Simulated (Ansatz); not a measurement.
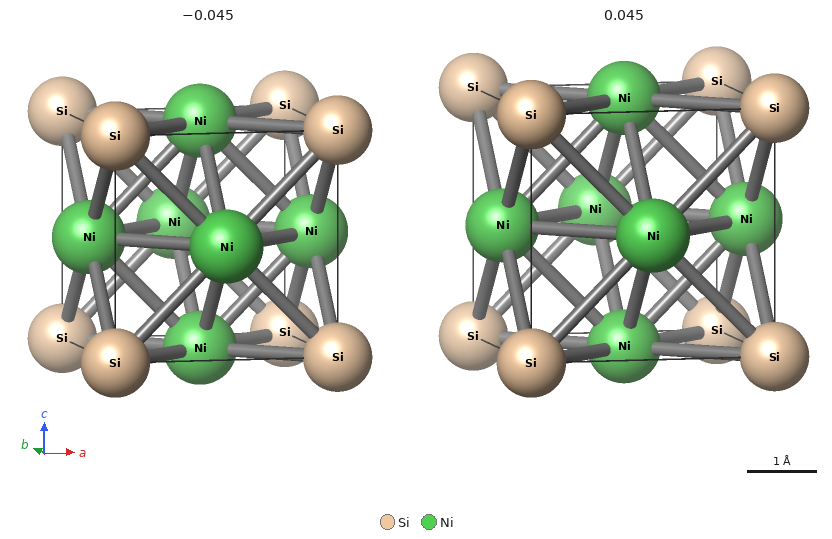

Crystalline SiNi3 (set up in Pm-3m), under equal strain along all axes (cell held, atoms fixed by symmetry), with energies (extrapolated to zero smearing) counted from the relaxed crystal, which is the row at zero. The picture shows the first and the last member. The picture is a ball-and-stick view of the cell of the calculation, seen slightly off an axis.

Computed with Ansatz 0.2.0: DFT PBE, scalar-relativistic, plane waves, PAW. (plane-wave cutoff 420 eV; k-point mesh 14 × 14 × 14; occupations gaussian; smearing width 0.1 eV; no spin polarisation)

| strain | energy (meV/atom) | a (Å) |
| --- | --- | --- |
| −0.045 | 155.50 | 3.348 |
| −0.03 | ? | ? |
| −0.015 | 15.37 | 3.454 |
| 0.0 | 0.00 | 3.506 |
| 0.015 | 13.79 | 3.559 |
| 0.03 | 52.13 | 3.611 |
| 0.045 | 111.02 | 3.664 |

### Fill in the missing row.

A parabola through three neighbouring rows (−0.045, −0.015, 0.0) gives, with Lagrange weights, (0.3333)(155.50) + (1.0000)(15.37) + (−0.3333)(0.00) = 67.20 meV/atom. The calculation gives 65.17 meV/atom (a = 3.401 Å). The estimate is 2.03 meV/atom too high. From the first member to the last: Ni–Si 2.368 → 2.591 Å, Ni–Ni 2.368 → 2.591 Å.

The whole series:

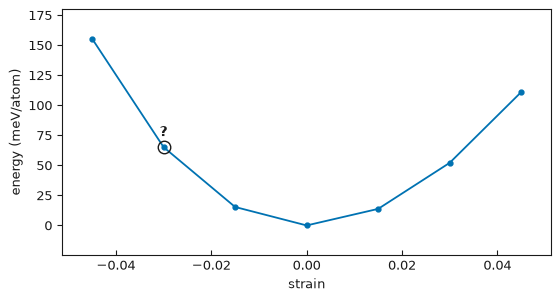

Each member starts from this one structure; whether another phase lies lower wasn't checked.

Limits of the set-up: an element that often carries a moment was run without spin polarisation.
